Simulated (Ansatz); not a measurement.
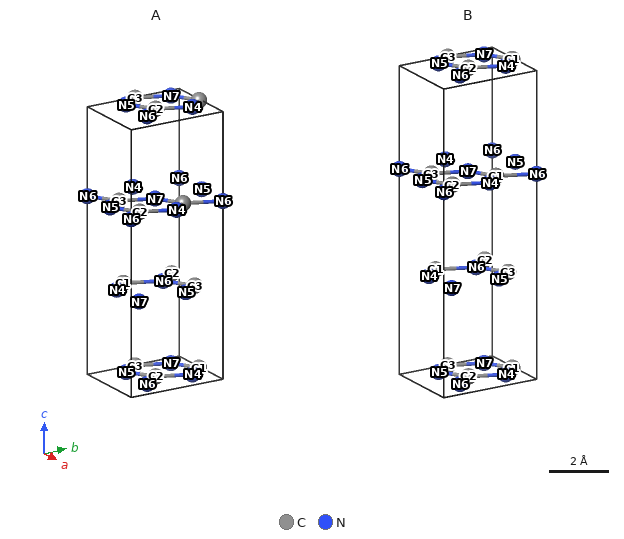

Two geometries of solid C₃N₄ (set up in R3m) (coarse preliminary run), drawn at one scale. One is the start of a relaxation, the other its converged end. Style: ball-and-stick. Shown: the conventional cell (3 times the calculation's cell), slightly off an axis. Lengths and directions refer to the drawn axes.

Theory: Ansatz 0.2.0, DFT LDA, scalar-relativistic, plane waves, PAW. Set-up: plane-wave cutoff 420 eV; k-point mesh 6 × 6 × 6; occupations gaussian; smearing width 0.1 eV; no spin polarisation; cell and atoms relaxed; force threshold 0.05 eV/Å; at most 80 steps.

Question: Which geometry has the lower energy?

Answer: Structure A is the relaxed one. The largest moves relative to the cell, 0.005 Å, are those of C1, C2 and C3. C1 goes along [1 2 0]. Largest moves by element: C 0.005 Å, N 0.002 Å. The drawn cell changes as follows: a = b 4.784 → 4.726 Å (−1.2 %), c 10.707 → 9.283 Å (−13.3 %); the volume changes by −15.4 %. Among the contacts that change: C1–N6 1.462 → 1.439 Å, C1–N4 1.327 → 1.314 Å. The space group stays R3m (No. 160). Over 6 accepted moves (8 points after the start) the energy falls by 21.2 meV per atom. The largest force component goes from 0.62 to 0.039 eV/Å. Pressure: −8.62 GPa at the start and −0.13 GPa at the end. At 2 points the geometry stayed and the basis and grid were re-selected for the new cell (energy shift of 4.0 meV per atom at most each time). Cost: 30 s on 2 threads of Arm Neoverse V1 (shared host), peak memory 0.36 GiB.
